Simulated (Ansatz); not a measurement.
System: Bi.

```
Bi
1.0
     5.65646    0.00000    0.00000
    -2.82823    4.89863    0.00000
     0.00000    0.00000    3.34070
Bi
3
Direct
  0.00000 0.00000 0.00000
  0.33333 0.66667 0.50000
  0.66667 0.33333 0.50000
```

Space group P6/mmm; set up as Bi, omega (AlB2-type); a generated structure, not necessarily the stable one; changed on purpose from its base cell (volume × 1.04); computed pressure about −2 GPa in this cell; computed without spin polarisation.

Method: DFT, LDA (PW92), plane waves (420 eV) with PAW, scalar-relativistic (Ansatz).

Q: What will maps of the valence pseudo-density and electron localisation function show?

A: Bi–Bi (3.34 Å): ρ is about 0.18 e/Å³ halfway; the ELF is about 0.35 at the midpoint.

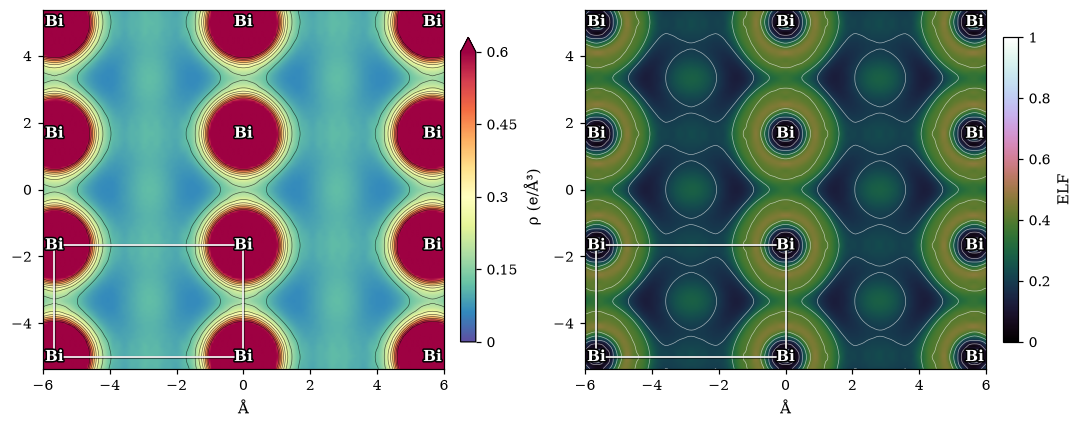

Computed valence pseudo-density and electron localisation function on the (100) plane of the conventional cell, in this order. 
